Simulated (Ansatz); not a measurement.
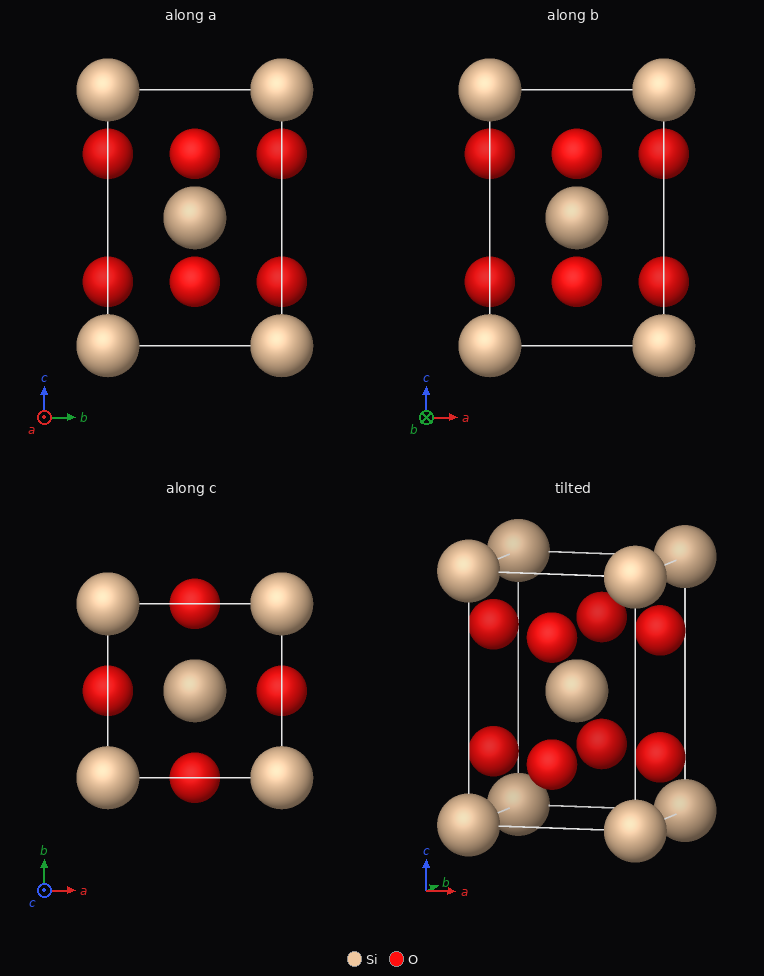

The crystal in a spheres-only representation, seen along the a axis, along the b axis, along the c axis and slightly off an axis. The conventional unit cell is outlined; an atom on or near a face, edge or corner is repeated at each equivalent position.

Lattice parameters: a = 3.2020 Å, b = 3.2020 Å, c = 4.7113 Å, α = 90.000°, β = 90.000°, γ = 90.000°.

Convert the drawing into a CIF in P1 with every atom of the cell.

Answer.
```cif
data_structure
_symmetry_space_group_name_H-M 'P 1'
_symmetry_Int_Tables_number 1
_cell_length_a 3.2020
_cell_length_b 3.2020
_cell_length_c 4.7113
_cell_angle_alpha 90.000
_cell_angle_beta 90.000
_cell_angle_gamma 90.000
_cell_volume 48.30
loop_
_atom_site_label
_atom_site_type_symbol
_atom_site_fract_x
_atom_site_fract_y
_atom_site_fract_z
_atom_site_occupancy
Si1 Si 0.0000 0.0000 0.0000 1
O1 O 0.0000 0.5000 0.2500 1
O2 O 0.5000 0.0000 0.2500 1
Si2 Si 0.5000 0.5000 0.5000 1
O3 O 0.5000 0.0000 0.7500 1
O4 O 0.0000 0.5000 0.7500 1
```

The structure was taken from a structure type filled with these elements by a generator (whether the compound takes this form wasn't checked). The cell was then strained or its atoms displaced on purpose. An electronic-structure calculation with Ansatz was run on it.

At this level of theory the cell isn't at rest (stretched, at -15 GPa), so its distances can differ from those at equilibrium, the more so the softer the solid.
